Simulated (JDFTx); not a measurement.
# A series of single points on RbCl

System: RbCl (Fm-3m, 2 atoms in the cell).
Method: Kohn-Sham DFT of a periodic cell, LDA, PseudoDojo-SR-LDA-0.4.1-standard, no spin polarisation (JDFTx 1.7.0 (patched build)).

The 7 runs differ only in the geometry, by an even scaling of the cell at fixed fractional positions. The structure derives from an entry of the Crystallography Open Database.

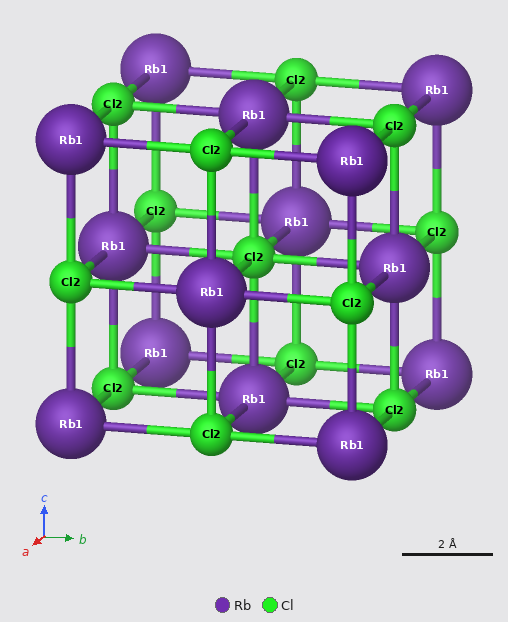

Figure 1. The structure of run 4 (ball-and-stick view of the cell 4 times as large as that of the calculation, set on its symmetry axes, seen slightly off an axis; atoms are numbered from 1 in the order of the input). An atom can appear more than once, as a periodic image.

### Input of run 4
```
lattice \
    0.0000000000     3.2740000000     3.2740000000 \
    3.2740000000     0.0000000000     3.2740000000 \
    3.2740000000     3.2740000000     0.0000000000
latt-scale 1.889726124626 1.889726124626 1.889726124626
coords-type Lattice
ion Rb     0.0000000000     0.0000000000     0.0000000000 1
ion Cl     0.5000000000     0.5000000000     0.5000000000 1

ion-species pseudo/Rb.upf
ion-species pseudo/Cl.upf
elec-cutoff 28 224
elec-ex-corr lda-PW
kpoint-folding 7 7 7
elec-smearing Fermi 0.0018374661
elec-n-bands 14
electronic-SCF nIterations 100 energyDiffThreshold 1e-09
electronic-minimize nIterations 30 energyDiffThreshold 1e-7
forces-output-coords Cartesian

dump-name run.$VAR
dump End Ecomponents EigStats BandEigs Kpoints Forces Stress
```

Command:
```bash
jdftx -c 2 -i RbCl.in -o RbCl.out
```

Run 2 differs from it as follows:
```diff
-    0.0000000000     3.2740000000     3.2740000000 \
-    3.2740000000     0.0000000000     3.2740000000 \
-    3.2740000000     3.2740000000     0.0000000000
+    0.0000000000     3.2297513325     3.2297513325 \
+    3.2297513325     0.0000000000     3.2297513325 \
+    3.2297513325     3.2297513325     0.0000000000
```

### Results, with one run withheld

| run | volume per atom (Å³) | free energy per atom, from the lowest run given (meV) | pressure (GPa) | gap on the mesh (eV) |
| --- | --- | --- | --- | --- |
| 1 | 32.989 | 0.00 | −0.38 | 4.79 |
| 2 | 33.690 | ? | ? | ? |
| 3 | 34.392 | 6.53 | −1.12 | 4.66 |
| 4 | 35.094 | 12.04 | −1.43 | 4.60 |
| 5 | 35.796 | 18.78 | −1.69 | 4.54 |
| 6 | 36.498 | 26.61 | −1.92 | 4.48 |
| 7 | 37.200 | 35.38 | −2.12 | 4.42 |

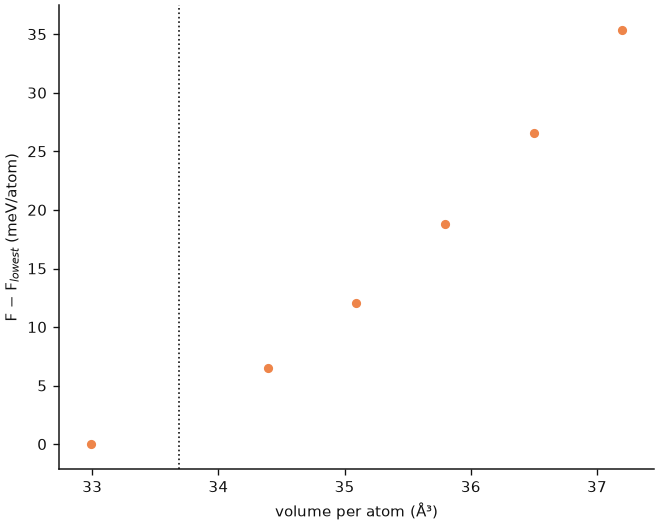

Figure 2. Free energy per atom of the runs given; the dotted line marks run 2.

Estimate the energy of run 2 from the others.

A cubic polynomial in V^(−2/3) (the Birch–Murnaghan form), fitted to the 6 runs given, misses them by under 0.01 meV per atom. With x = V^(−2/3) − 0.09296 Å⁻², it reads F = 13.73 − 5255 x + 4.637e+05 x² + 3.1099e+06 x³ (meV per atom). At run 2 it gives 2.45 meV per atom, and the run itself gives 2.45. The slope of the fit gives a pressure −dF/dV of −0.75 GPa there, and the run prints −0.78 GPa. The fit has no minimum inside this range. The gap on the mesh goes, without turning, from 4.79 eV in run 1 to 4.42 eV in run 7; run 2 has 4.72 eV. These are gaps of this functional on this mesh, which can miss the band edges; they aren't the measured gap.

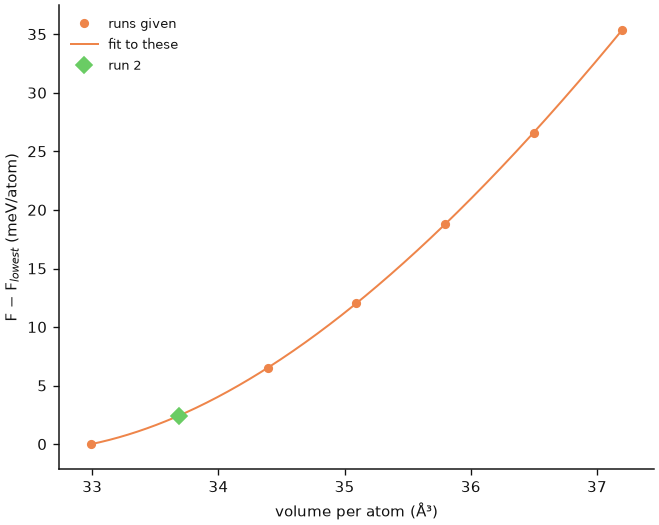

Figure 3. The fit and the withheld run.

### Some lines of the output (run 2)
```
[...]
unit cell volume = 454.709
     Etot =      -39.6316699155879348
        F =      -39.6316699155879348
	HOMO-LUMO gap: +0.173557
	Optical gap  : +0.173557 at state 0 ( [ +0.000000 +0.000000 +0.000000 ] spin 0 )
```

Notes on the run: WARNING: large normalization error in atomic orbital 2s (integral: 0.980017).
